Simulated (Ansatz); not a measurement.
```cif
data_structure
_symmetry_space_group_name_H-M 'P 1'
_symmetry_Int_Tables_number 1
_cell_length_a 5.8410
_cell_length_b 5.8410
_cell_length_c 5.8410
_cell_angle_alpha 90.000
_cell_angle_beta 90.000
_cell_angle_gamma 90.000
_cell_volume 199.28
loop_
_atom_site_label
_atom_site_type_symbol
_atom_site_fract_x
_atom_site_fract_y
_atom_site_fract_z
_atom_site_occupancy
Hg1 Hg 0.50000 0.50000 0.00000 1
Hg2 Hg 0.00000 0.50000 0.50000 1
Hg3 Hg 0.00000 0.00000 0.00000 1
Hg4 Hg 0.50000 0.00000 0.50000 1
S1 S 0.25000 0.75000 0.25000 1
S2 S 0.75000 0.75000 0.75000 1
S3 S 0.75000 0.25000 0.25000 1
S4 S 0.25000 0.25000 0.75000 1
```

Space group F-43m; a generated structure, not necessarily the stable one.

These are results of DFT PBEsol, spin-orbit coupling, plane waves, PAW in Ansatz, not measurements.

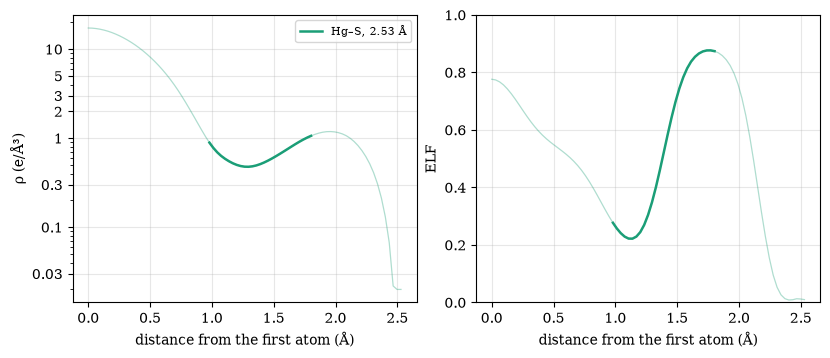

HgS. Valence electron density and ELF along straight lines between neighbouring atoms. Thin, pale parts lie inside the atomic spheres.

Core electrons are frozen (PAW), and the valence fields are smoothed inside the atomic spheres.

What can be read from the curves?

Answer. Hg–S (2.53 Å): the density is about 0.48 e/Å³ at the midpoint; the ELF peaks at about 0.90 in the valence shell of S, 0.8 Å from its nucleus, and drops to about 0.20 between the two atoms.
